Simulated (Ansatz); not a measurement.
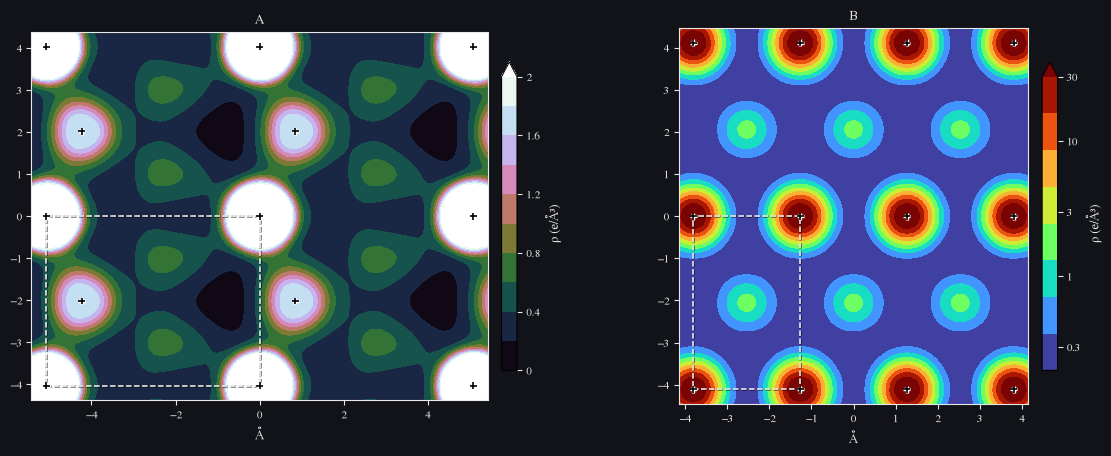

The valence electron density of 2 systems, each on a plane through atoms (crosses mark nuclei in the plane).

Level of theory: Ansatz, DFT r2SCAN, scalar-relativistic, plane waves, PAW.

System 1: Cu, the (010) plane of the conventional cell. Space group P6₃/mmc; a structure from a database of computed crystals, not necessarily the ambient phase; computed without spin polarisation.

```yaml
crystal:
  lattice:
    - [2.53410, 0.00000, 0.00000]
    - [-1.26705, 2.19459, 0.00000]
    - [0.00000, 0.00000, 4.11257]
  atoms:
    - { symbol: Cu, position: [0.33333, 0.66667, 0.25000] }
    - { symbol: Cu, position: [0.66667, 0.33333, 0.75000] }
```

System 2: WC, the (110) plane of the conventional cell. Space group Amm2; changed on purpose from its base cell (strain -0.0100 x Voigt [1, -1, 0, 0, 0, 0], atoms carried along); computed pressure about 4 GPa in this cell.

```yaml
crystal:
  lattice:
    - [0.00000, 0.00000, 2.82900]
    - [2.87150, 0.00000, 0.00000]
    - [0.00000, 5.07405, 0.00000]
  atoms:
    - { symbol: W, position: [0.00000, 0.00000, 0.00000] }
    - { symbol: W, position: [0.00000, 0.50000, 0.50000] }
    - { symbol: C, position: [0.50000, 0.50000, 0.16667] }
    - { symbol: C, position: [0.50000, 0.00000, 0.66667] }
```

Q: Which map belongs to which system?

A: Panel A is system 2, WC: the plane holds W and C. W–C (2.19 Å): ρ is about 0.68 e/Å³ halfway. Panel B is system 1, Cu: the plane holds Cu. Cu–Cu (2.53 Å): ρ is about 0.3 e/Å³ halfway.
